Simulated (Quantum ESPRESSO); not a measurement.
# TiSe2: parallel and opposed starts, part 2 of 2

Does TiSe2 prefer parallel or opposed moments, or none?

Quantum ESPRESSO 7.5; PBEsol; plane waves with GBRV 1.5 PBEsol potentials, no spin-orbit coupling.

So far: The starting structure; Run 1, typed as ferro +; Run 2 (antiferro q=(0,1/2,1/2) +−).

**3. Run 2 (antiferro q=(0,1/2,1/2) +−) (continued)**

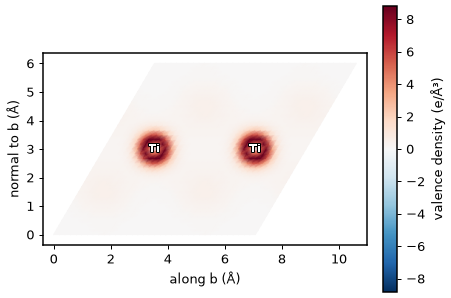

Valence density in the bc plane at fractional x = 0.000, with atoms of Ti within 0.2 Å of it. It is the smooth field of the valence electrons, not physical close to the nuclei. The map starts off the cell's origin, so that atoms lie inside it.

**4. Run 3 (antiferro q=(0,0,1/2) +−)**

This order needs a doubled cell of 6 atoms.

Contents of pw.in:

```
&CONTROL
  calculation = 'scf'
  prefix = 'pwscf'
  outdir = './tmp'
  pseudo_dir = './pseudo'
  disk_io = 'nowf'
/
&SYSTEM
  ibrav = 0
  nat = 6
  ntyp = 3
  ecutwfc = 40
  ecutrho = 280
  nbnd = 34
  occupations = 'smearing'
  smearing = 'fd'
  degauss = 0.00367493
  nspin = 2
  starting_magnetization(1) = 0.0833
  starting_magnetization(2) = -0.0833
  starting_magnetization(3) = 0
/
&ELECTRONS
  conv_thr = 1.2d-08
  electron_maxstep = 150
  mixing_beta = 0.3
/
ATOMIC_SPECIES
Ti1    47.8670 ti_pbesol_v1.4.uspp.F.UPF
Ti2    47.8670 ti_pbesol_v1.4.uspp.F.UPF
Se     78.9710 se_pbesol_v1.uspp.F.UPF
CELL_PARAMETERS angstrom
   3.5360000000    0.0000000000    0.0000000000
  -1.7680000000    3.0622658278    0.0000000000
   0.0000000000    0.0000000000   12.0080000000
ATOMIC_POSITIONS crystal
Ti1     0.0000000000    0.0000000000    0.0000000000
Ti2     0.0000000000    0.0000000000    0.5000000000
Se      0.3333333333    0.6666666667    0.1276000000
Se      0.3333333333    0.6666666667    0.6276000000
Se      0.6666666667    0.3333333333    0.3724000000
Se      0.6666666667    0.3333333333    0.8724000000
K_POINTS automatic
6 6 3 0 0 0
```

Started as:

```sh
> OMP_NUM_THREADS=1 mpirun -n 4 pw.x -nk 4 -in pw.in > pw.out
```

What it wrote:

```text
     [... lines left out ...]
Program PWSCF v.7.5 starts
     [... lines left out ...]
     number of atoms/cell      =            6
     [... lines left out ...]
     number of electrons       =        48.00
     number of Kohn-Sham states=           34
     kinetic-energy cutoff     =      40.0000  Ry
     charge density cutoff     =     280.0000  Ry
     scf convergence threshold =      1.2E-08
     [... lines left out ...]
     12 Sym. Ops., with inversion, found
     [... lines left out ...]
     number of k points=    17  Fermi-Dirac smearing, width (Ry)=  0.0037
     [... lines left out ...]
     iteration # 15     ecut=    40.00 Ry     beta= 0.30
     [... lines left out ...]
     Magnetic moment per site  (integrated on atomic sphere of radius R)
     atom   1 (R=0.298)  charge=  9.8621  magn= -0.0000
     atom   2 (R=0.298)  charge=  9.8618  magn=  0.0000
     atom   3 (R=0.298)  charge=  3.8795  magn=  0.0000
     atom   4 (R=0.298)  charge=  3.8793  magn= -0.0000
     atom   5 (R=0.298)  charge=  3.8793  magn= -0.0000
     atom   6 (R=0.298)  charge=  3.8795  magn=  0.0000
     [... lines left out ...]
     the Fermi energy is     7.7636 ev
!    total energy              =    -412.00641461 Ry
     estimated scf accuracy    <          5.9E-09 Ry
     smearing contrib. (-TS)   =      -0.00144071 Ry
     [... lines left out ...]
     total magnetization       =     0.00 Bohr mag/cell
     absolute magnetization    =     0.00 Bohr mag/cell
     convergence has been achieved in  15 iterations
```

Wall time 30 s (4 MPI ranks of AMD EPYC 9R14 (Zen 4), shared host); peak memory 0.54 GiB; 2 min of CPU time.

The spin moment in the atom's sphere vanishes on all atoms.

Read from the output:

```yaml
smearing_term_ts: 0.01960 eV
magnetization: 0 μB
absolute_magnetization: 0 μB
final_state: non-magnetic
```

**5. Start 4: no spin polarisation**

Contents of pw.in:

```
&CONTROL
  calculation = 'scf'
  prefix = 'pwscf'
  outdir = './tmp'
  pseudo_dir = './pseudo'
  disk_io = 'nowf'
/
&SYSTEM
  ibrav = 0
  nat = 3
  ntyp = 2
  ecutwfc = 40
  ecutrho = 280
  nbnd = 19
  occupations = 'smearing'
  smearing = 'fd'
  degauss = 0.00367493
/
&ELECTRONS
  conv_thr = 6d-09
  electron_maxstep = 150
  mixing_beta = 0.3
/
ATOMIC_SPECIES
Ti     47.8670 ti_pbesol_v1.4.uspp.F.UPF
Se     78.9710 se_pbesol_v1.uspp.F.UPF
CELL_PARAMETERS angstrom
   3.5360000000    0.0000000000    0.0000000000
  -1.7680000000    3.0622658278    0.0000000000
   0.0000000000    0.0000000000    6.0040000000
ATOMIC_POSITIONS crystal
Ti      0.0000000000    0.0000000000    0.0000000000
Se      0.3333333333    0.6666666667    0.2552000000
Se      0.6666666667    0.3333333333    0.7448000000
K_POINTS automatic
6 6 6 0 0 0
```

What it wrote:

```text
     [... lines left out ...]
Program PWSCF v.7.5 starts
     [... lines left out ...]
     number of atoms/cell      =            3
     [... lines left out ...]
     number of electrons       =        24.00
     number of Kohn-Sham states=           19
     kinetic-energy cutoff     =      40.0000  Ry
     charge density cutoff     =     280.0000  Ry
     scf convergence threshold =      6.0E-09
     [... lines left out ...]
     12 Sym. Ops., with inversion, found
     [... lines left out ...]
     number of k points=    34  Fermi-Dirac smearing, width (Ry)=  0.0037
     [... lines left out ...]
     iteration # 11     ecut=    40.00 Ry     beta= 0.30
     [... lines left out ...]
     the Fermi energy is     7.7637 ev
!    total energy              =    -206.00321105 Ry
     estimated scf accuracy    <          6.3E-10 Ry
     smearing contrib. (-TS)   =      -0.00072032 Ry
     [... lines left out ...]
     convergence has been achieved in  11 iterations
```

The job ended after 5.7 s (4 MPI ranks; peak memory 0.39 GiB; 22 s of CPU time).

This step gave:

| Item | Value |
| --- | --- |
| smearing term TS | 0.009800 eV |
| final state | non-magnetic (no spin polarisation) |

**6. The states side by side**

An order is kept where moments of 0.15 μB or more survive with the typed signs; meshes match where a doubled cell samples the same k points as the first cell.

Orders:

```csv
start,final state,typed order kept,energy over the lowest (meV a seeded atom),largest site moment (μB),net moment (μB a cell of the first run),mesh matched,CPU time (s)
ferro +,non-magnetic,no,0.05049,0,0,yes,41.28
"antiferro q=(0,1/2,1/2) +-",non-magnetic,no,0.04985,0,0,yes,159.3
"antiferro q=(0,0,1/2) +-",non-magnetic,no,0.05091,0,0,yes,118.1
no spin polarisation,non-magnetic,-,0,0,0,yes,21.71
```

**7. Outcome**

| Item | Value |
| --- | --- |
| lowest state found | non-magnetic (from ferro +, antiferro q=(0,1/2,1/2) +-, antiferro q=(0,0,1/2) +- and no spin polarisation) |
| largest site moment | 0 μB |

In words: The lowest state carries no moment, and no start kept one. Only these 4 starts were compared; other wavevectors, canted and longer-period orders were not.

[Logs and program files are shortened in this print: banners, set-up blocks, solver, clock and traceback lines can be left out without a mark of their own.]

[Logs are printed without paths, hosts, clocks, repeated set-up lines and the standing remarks that a program may print on its own settings, such as how far it seeks lower states.]

[Hosts, paths, dates, database ids (printed as entryN), source tags and the programs' standing remarks are cut or masked in the printed files.]

[Where a cell is said to come from a database of computed structures, the database is the Materials Project.]
